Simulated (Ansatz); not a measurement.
## Single-point calculation, with input and output: GaN

GaN (Fm-3m, 2 atoms in the cell), computed with DFT, PBE, PAW with Ansatz's default frozen-core files, scalar-relativistic, no spin polarisation (Ansatz 0.2.0).

Its volume is 0.55 times that of the source entry. It belongs to a series of runs on one base structure; here: volume scaled by 0.55, PAW files, ecut 600. Figures and captions count atoms from 1; the log counts them from 0 in places.

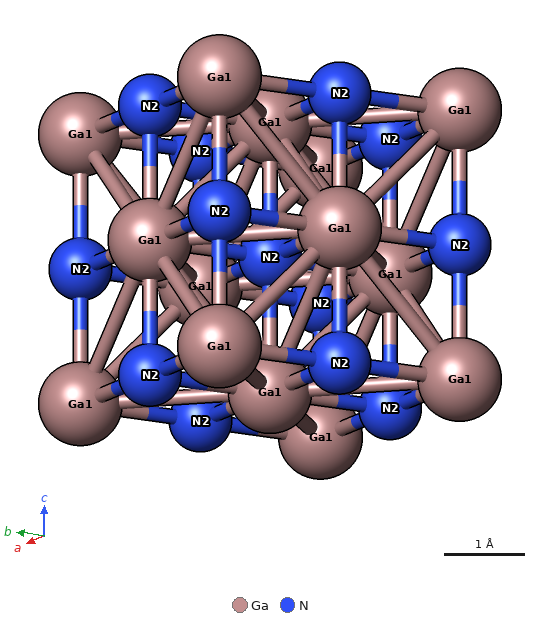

Fig. 1: The structure (ball-and-stick view of the cell 4 times as large as that of the calculation, set on its symmetry axes, seen at an oblique angle; atoms are numbered from 1 in the order of the input).

Key numbers

```tsv
quantity	value
outcome	converged
space group (tolerance 0.01 Å)	Fm-3m (225)
electrons treated	18
free energy	−4159.4412 eV
Fermi energy	29.509 eV
gap on the k-point mesh	5.26 eV
pressure	469.61 GPa
largest force (length of the vector)	under 0.001 eV/Å
hardware	1 thread of Arm Neoverse V1, 24 GiB of memory available, shared host
wall time	4.1 s
peak memory	0.3 GiB
```

Notes

The cell is under a pressure of 470 GPa at this level, so it is not at its equilibrium volume.

Input
```yaml
crystal:
  lattice:
    - [0.0, 1.7486982478, 1.7486982478]
    - [1.7486982478, 0.0, 1.7486982478]
    - [1.7486982478, 1.7486982478, 0.0]
  atoms:
    - { symbol: Ga, position: [0.0, 0.0, 0.0] }
    - { symbol: "N", position: [0.5, 0.5, 0.5] }
kpoints:
  mp_grid: { grid: [15, 15, 15] }
scf:
  occupations: { method: fermi_dirac, width: 0.1 }
hamiltonian:
  xc: pbe
  pseudopotentials: { kind: paw }
output:
  forces: true
  stress: true
  eigenvalues: true
  write_density: true
  write_potential: true
  elf: true
  volumetric_format: npy
basis:
  ecutwfc: 600
```

Launched with:
```bash
ansatz run input.yaml --threads 1 --pin off --max-ram 2048MiB --backend cpu --events-out ev --progress --plain --runs-dir out
```

The program's output
```
Engine: ansatz 0.2.0, aarch64-unknown-linux-gnu
Pseudopotentials: kind: paw
Pseudopotential: Ga, paw, valence charge 13, recommended cutoff 420 eV (normal), Ga.paw.azcp
Pseudopotential: N, paw, valence charge 5, recommended cutoff 420 eV (normal), N.paw.azcp
Functional definition: PBE
  parameter kappa = 0.804
  parameter beta = 0.06672455060314922
  exchange = pbe_x(kappa = kappa, mu = beta*pi^2/3)
  correlation = pbe_c(beta = beta)
Crystal: 2 atoms, lattice volume = 10.695 Å³
Basis set: ecut = 600 eV, 339 PW (Γ), exchange–correlation on 40×40×40 points (8 copies of the dense FFT grid, shifted against one another)
Bands: 13, of which v1, the nominal top of the filled ones, is band 9 counted from 1 (8 counted from 0)
Symmetry: 48 space group operations
Space group: Fm-3m (ITA 225), of the structure as read, at distance tolerance 2.2e-5 Å
k-points: 120 of 3375
Non-local potential: Ga, projectors of the file, l = 0: 2, l = 1: 2, l = 2: 3, l = 3: 1
Non-local potential: N, projectors of the file, l = 0: 2, l = 1: 2, l = 2: 1
PAW form: soft (Blöchl's): semilocal exchange-correlation on the pseudo side does not see the compensation charge
PAW one-centre angular grid: Ga, 590 points (default); XC on 64 Gauss nodes
PAW one-centre angular grid: N, 110 points (default); XC on 64 Gauss nodes
Initial density: superposition of atomic densities (neutral atoms: chi_scale 0, normalization atom), corrected by the library's trained network
Initial wavefunctions: pseudopotential atomic-orbital guess
Functional: x = pbe(κ = 0.804, μ = 0.2195149727645171), c = pbe(β = 0.06672455060314922)
SCF iter   1: F=—  HF=-4164.628671 eV  |F-HF|=—  |Δ(HF+E_count)|=         —  Δρ=5.70e-1  dr2=1.94e1  ethr=1.77e-3  ⟨swp⟩=5.1  Hψ=9973  notcnv=0
preconditioner: auto → none  [insulator: Δε(μ)=2.209 eV  Ē_g=28.336 eV  σ=0.100 eV  W_gap=1.00  n_scr=0 (ndim 8)  ℏωp=48.2 eV  f_vac=0.021  D(μ)=0.00/eV (n_scr^D=0)  ε∞_Penn≈3.9]
SCF iter   2: F=—  HF=-4159.188693 eV  |F-HF|=—  |Δ(HF+E_count)|=    5.44e0  Δρ=2.03e-1  dr2=9.46e-1  ethr=1.77e-3  ⟨swp⟩=5.2  Hψ=5907  notcnv=0
SCF iter   3: F=—  HF=-4159.331000 eV  |F-HF|=—  |Δ(HF+E_count)|=   1.42e-1  Δρ=7.54e-2  dr2=1.11e-1  ethr=1.77e-3  ⟨swp⟩=3.0  Hψ=3881  notcnv=0
SCF iter   4: F=—  HF=-4159.463019 eV  |F-HF|=—  |Δ(HF+E_count)|=   1.32e-1  Δρ=2.99e-2  dr2=3.57e-2  ethr=6.15e-4  ⟨swp⟩=3.1  Hψ=3522  notcnv=0
SCF iter   5: F=—  HF=-4159.441182 eV  |F-HF|=—  |Δ(HF+E_count)|=   2.18e-2  Δρ=1.58e-3  dr2=6.88e-5  ethr=1.98e-4  ⟨swp⟩=2.5  Hψ=3479  notcnv=0
SCF iter   6: F=—  HF=-4159.441176 eV  |F-HF|=—  |Δ(HF+E_count)|=   5.22e-6  Δρ=4.23e-4  dr2=1.24e-5  ethr=3.82e-7  ⟨swp⟩=2.0  Hψ=2780  notcnv=0
SCF iter   7: F=-4159.441173 eV  HF=-4159.441173 eV  |F-HF|=6.36e-9  |Δ(HF+E_count)|=   3.72e-6  Δρ=2.56e-5  dr2=2.94e-8  ethr=5.56e-10  ⟨swp⟩=9.7  Hψ=14374  notcnv=0
SCF 1 converged in 7 iterations: F = -4159.441173 eV  dr2 = 2.94e-8
  Residual-converged pass: ⟨swp⟩=1.0  Hψ=2041  notcnv=0  max |occ|·‖R‖ = 7.0e-9 eV (tolerance 1.0e-8 eV)  dr2=2.94e-8  dr2_onsite=1.60e-8  max |Δocc| = 5.3e-21
  greatest PAW one-centre occupation: 0.999 electrons in one spin orbital (limit 2), on the Ga atom at site 0 (counted from 0), in its partial waves of l = 2
SCF converged after 7 iterations
Free energy (F): -4159.441173 eV
Harris-Foulkes:  -4159.441173 eV  (|F-HF|=6.36e-9)
Internal energy: -4159.441173 eV  (E = F + TS)
E sigma→0 (E₀):  -4159.441173 eV
Fermi energy:    29.509407 eV
--- Per-component energies (eV) ---
  E_band       = 256.672278
  E_kinetic    = 285.266028
  E_local      = -1163.161513  (includes V_loc(G=0)·N_el)
  E_nonlocal   = 487.039862
  E_hartree    = 619.865939
  E_xc         = -140.490990
  E_vxc        = -149.704877  (∫ρ·V_xc dr)
  E_paw        = -2125.255089  (= ΣΔE_a)
  E_vpaw       = -442.502533  (= ΣTr[D̂ρ^β])
  E_aug_tail   = 0.000023  (compensation charges beyond the density's cutoff)
  E_ewald      = -2122.705434
  E_smearing   = -0.000000  (= −TS)
  E_closure    = 0.000000  (closes the sum)
  Σ components = -4159.441173   (vs F -4159.441173, Δ=0.00e0)
--- Forces (eV/Å), atoms counted from 1 ---
  atom   1  Ga    -0.00000000     0.00000000     0.00000000
  atom   2  N      0.00000000    -0.00000000     0.00000000
  max |Σ_I F_I| component: 7.13e-30 eV/Å
--- Stress (GPa, compression-positive) ---
      469.607189      -0.000000       0.000000
       -0.000000     469.607189      -0.000000
        0.000000       0.000000     469.607189
  P = ⅓ Tr σ = 469.6072 GPa (4696.072 kbar)
--- Band table (eV; the first three rows and the last of 120) ---
  k-point 0: bands = ["1.7197", "11.3954", "11.3954", "11.3954", "11.7947", "11.7947", "24.9010", "24.9010", "24.9010", "37.3219", "43.9281", "44.8516", "44.8516"]
  k-point 1: bands = ["1.8638", "11.3608", "11.4127", "11.4127", "11.7518", "11.7518", "24.4575", "24.9782", "24.9782", "37.5836", "42.1219", "44.8711", "44.8711"]
  k-point 2: bands = ["2.2919", "11.2576", "11.3988", "11.3988", "11.6979", "11.6979", "23.2729", "25.1956", "25.1956", "37.9496", "40.5968", "44.6627", "44.6627"]
  k-point 119: bands = ["6.8454", "10.7392", "10.9327", "11.1133", "12.5308", "16.1518", "17.2333", "18.0319", "20.6289", "37.3115", "39.7379", "40.7385", "43.4988"]
```

File rho_z.tsv
```
# z_ang	rho[e/angstrom^3]
# format = ansatz-planar-average/11
# lattice	0.000000000	1.748698248	1.748698248
# lattice	1.748698248	0.000000000	1.748698248
# lattice	1.748698248	1.748698248	0.000000000
# sites	2
# site	31	0.000000000	0.000000000	0.000000000
# site	7	1.748698248	1.748698248	1.748698248
0.000000	3.442789e0
0.123652	3.155155e0
0.247303	2.476285e0
0.370955	1.776592e0
0.494607	1.308050e0
0.618258	1.105846e0
0.741910	1.082689e0
0.865561	1.136880e0
0.989213	1.199768e0
1.112865	1.240794e0
1.236516	1.254159e0
1.360168	1.240794e0
1.483820	1.199768e0
1.607471	1.136880e0
1.731123	1.082689e0
1.854775	1.105846e0
1.978426	1.308050e0
2.102078	1.776592e0
2.225730	2.476285e0
2.349381	3.155155e0
```

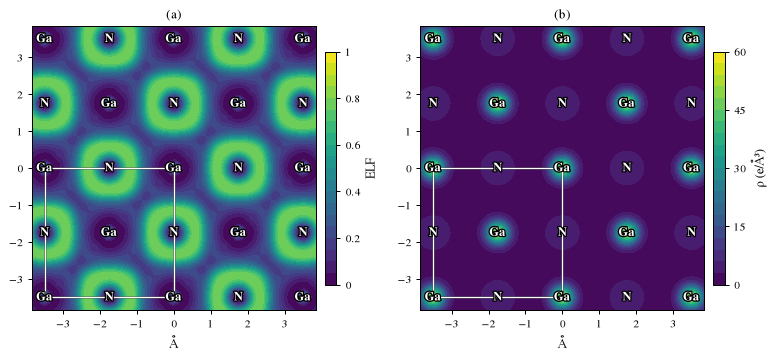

Fig. 2: (a) electron localisation function; (b) valence charge density (pseudo) on the (001) plane of the conventional cell. The section cuts through Ga and N sites. Ga–N (1.75 Å): the density is about 1.1 e/Å³ at the midpoint; the ELF is about 0.40 at the midpoint. Ga–Ga (2.47 Å): ρ is about 0.44 e/Å³ halfway; the ELF is about 0.20 at the midpoint. Away from the nuclei the density in this plane falls to 0.44 e/Å³ at its lowest. Core electrons are frozen (PAW), so the fields are smoothed inside the atomic spheres.
